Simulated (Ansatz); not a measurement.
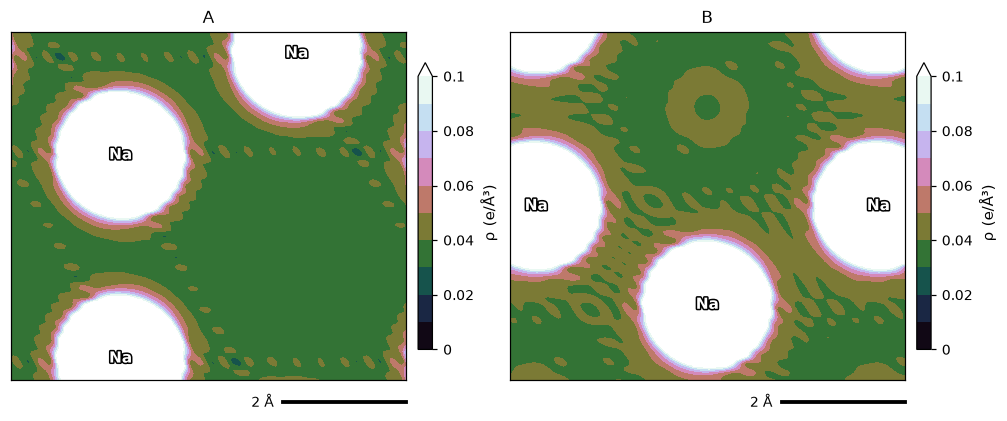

Na. The valence pseudo-density of two cells that differ in size, on the (001) plane of each (indices in the axes of the calculation cell), at one length scale and on one colour scale; one has 29.5 and the other 32.2 Å³ an atom.

Method: Ansatz, DFT, LDA (PW92), plane waves (420 eV) with PAW, scalar-relativistic.

The density is the valence pseudo-density of a PAW calculation; it isn't the true density close to the nuclei.

The larger cell:

```
Na
1.0
     5.73697    0.00000    0.00000
    -2.86849    4.96836    0.00000
     0.00000    0.00000    3.39236
Na
3
Cartesian
  0.0000 0.0000 0.0000
  0.0000 3.3123 1.6962
  2.8685 1.6561 1.6962
```

The smaller cell: a = 5.573 Å, b = 5.573 Å, c = 3.295 Å, α = 90.00°, β = 90.00°, γ = 120.00°.

### Which is the denser cell? Describe the effect of the change.

Panel B is the smaller cell, by 8 % in volume. From the larger cell to the smaller, Na–Na goes from 3.31 to 3.22 Å, and the density at its midpoint from 0.04 to 0.04 e/Å³; the pressure goes from 0.4 to 1.5 GPa.
